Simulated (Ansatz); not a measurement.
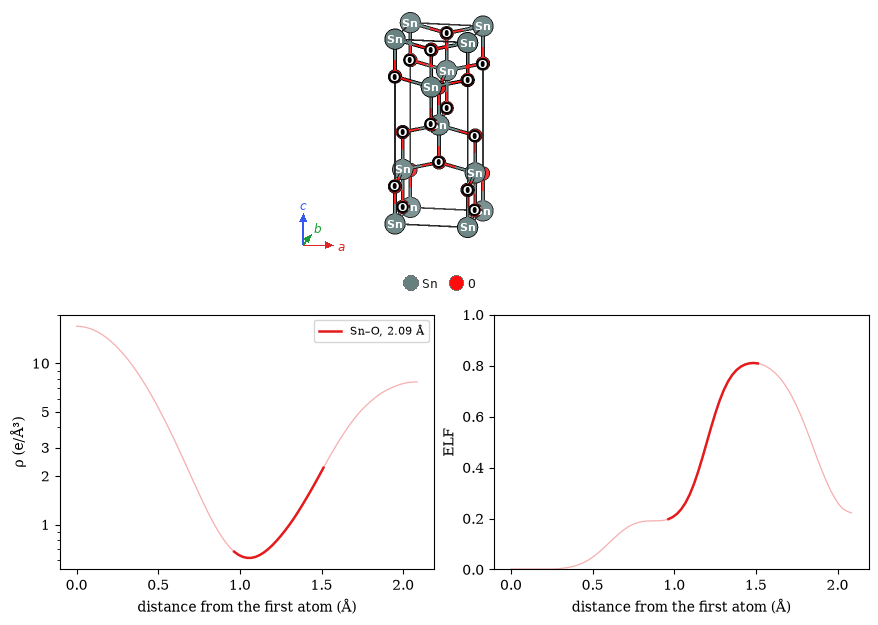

Figure. SnO₂. Valence pseudo-density and electron localisation function along straight lines between neighbouring atoms. Thin, pale parts lie inside the atomic spheres. The structure is drawn too.

Space group I4₁/amd; a structure from a database of computed crystals, not necessarily the ambient phase.

Method: DFT PBE, scalar-relativistic, plane waves, PAW in Ansatz 0.2.0.

In a PAW calculation such maps are meaningful between the atoms, not at the nuclei.

The calculation's input:

```
crystal:
  lattice:
    - [-2.0000686112, 2.0000686112, 5.1236788559]
    - [2.0000686112, -2.0000686112, 5.1236788559]
    - [2.0000686112, 2.0000686112, -5.1236788559]
  atoms:
    - { symbol: Sn, position: [0.75, 0.25, 0.5] }
    - { symbol: Sn, position: [0.0, 0.0, 0.0] }
    - { symbol: O, position: [0.79652259, 0.79652259, 0.0] }
    - { symbol: O, position: [0.95347741, 0.45347741, 0.5] }
    - { symbol: O, position: [0.20347741, 0.20347741, 0.0] }
    - { symbol: O, position: [0.54652259, 0.04652259, 0.5] }
basis:
  ecutwfc: 420
kpoints:
  mp_grid: { grid: [10, 10, 10] }
hamiltonian:
  xc: pbe
scf:
  occupations: { method: gaussian, width: 0.02 }
output:
  forces: true
  stress: true
  eigenvalues: true
  write_density: true
  write_potential: true
  elf: true
  volumetric_format: npy
relax:
  adjacent_minimum: "off"
  f_tol: 0.005
  max_steps: 80
  cell: { stress_tol: 0.05 }
```

Launched as:

```sh
ansatz run input.yaml --threads 2 --pin off --max-ram 5120MiB --backend cpu --events-out ev --progress --plain --runs-dir out
```

Below, planes, directions and counts refer to the conventional cell (a = 4.05 Å, b = 4.05 Å, c = 10.36 Å, α = 90.00°, β = 90.00°, γ = 90.00°).

The fields are those of the relaxed geometry.

What can be read from the curves?

Answer. Sn–O (2.09 Å): ρ at the midpoint is about 0.62 e/Å³; the ELF peaks at about 0.80 in the valence shell of O, 0.6 Å from its nucleus, and is about 0.25 at the midpoint; no localised pair shows between them.
